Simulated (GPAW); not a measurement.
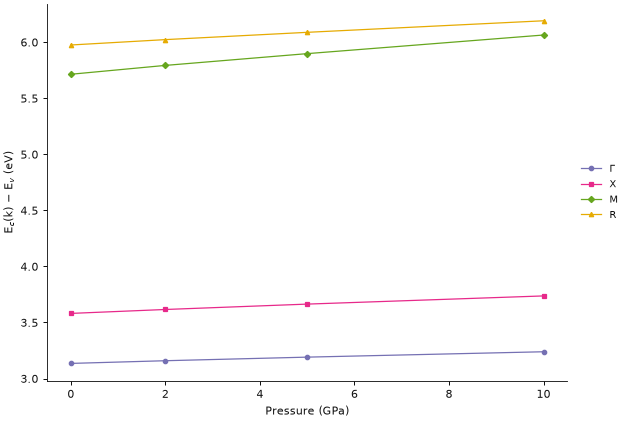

Lowest conduction level at each named k point, counted from the valence-band top at R.

System: cubic perovskite-type BaZrO₃, space group Pm-3m (No. 221), 5 atoms in the cell. Cell and atoms are relaxed at each pressure; at 0 GPa, cubic a = 4.178 Å. Level of theory: PBEsol, PAW data sets generated in the run's folder for this functional, no spin polarisation, no spin-orbit coupling, 6×6×6 k mesh, 800 eV cutoff, Fermi-Dirac smearing of 0.05 eV; code GPAW 26.7.0.

How does each level move from 0 GPa to 10 GPa?

Γ rises by 0.10 eV, X rises by 0.16 eV, M rises by 0.35 eV and R rises by 0.21 eV.

What are the pressure coefficients?

Straight lines through the points have slopes of +10 at Γ, +16 at X, +35 at M and +21 at R (meV per GPa).

Which of these conduction levels is lowest, and does that change?

The lowest is the one at Γ, over the whole range, so among these points the gap stays indirect.

The values:
| pressure | Γ (eV) | X (eV) | M (eV) | R (eV) | volume (Å³/atom) |
| --- | --- | --- | --- | --- | --- |
| 0 GPa | 3.13 | 3.58 | 5.71 | 5.97 | 14.58 |
| 2 GPa | 3.16 | 3.62 | 5.79 | 6.02 | 14.41 |
| 5 GPa | 3.19 | 3.66 | 5.90 | 6.09 | 14.17 |
| 10 GPa | 3.24 | 3.74 | 6.06 | 6.19 | 13.82 |

Later steps reuse the first step's grids. LDA, GGA and most meta-GGA functionals understate gaps.
